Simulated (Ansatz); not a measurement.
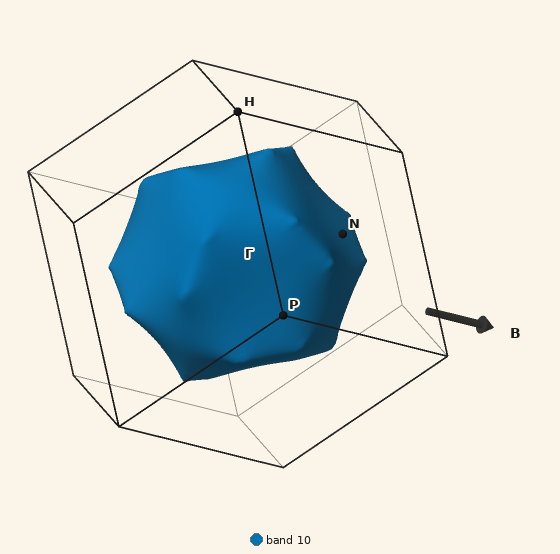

A band of Pt (space group Im-3m, No. 229) with a closed pocket at the Fermi level (other bands may have more); the arrow B points along ⟨111⟩. One band is drawn. The brighter face of a sheet looks towards empty states. Conventional cell: a = 3.17 Å, b = 3.17 Å, c = 3.17 Å, α = 90.00°, β = 90.00°, γ = 90.00°.

These are results of DFT PBE, scalar-relativistic, plane waves, PAW; levels and slopes on a dense k mesh at the converged density in Ansatz 0.2.0, not measurements. No spin polarisation. k mesh for the levels: 34×34×34. The geometry was not relaxed. The cell comes from a database of computed structures, not from a measurement.

Estimate the largest cross-section normal to ⟨111⟩, and the quantum-oscillation frequency for a field along ⟨111⟩, of the pocket of band 10 at Γ.

Answer. The electron pocket of band 10 at Γ: about 2.8 Å⁻², so F = ħA/2πe ≈ 30 kT; it holds 0.46 electrons per cell.

Spin-orbit coupling is left out; with Pt it can split, shift or remove sheets. Necks and pockets thinner than about two mesh steps aren't resolved, so separate pockets may in truth be joined.
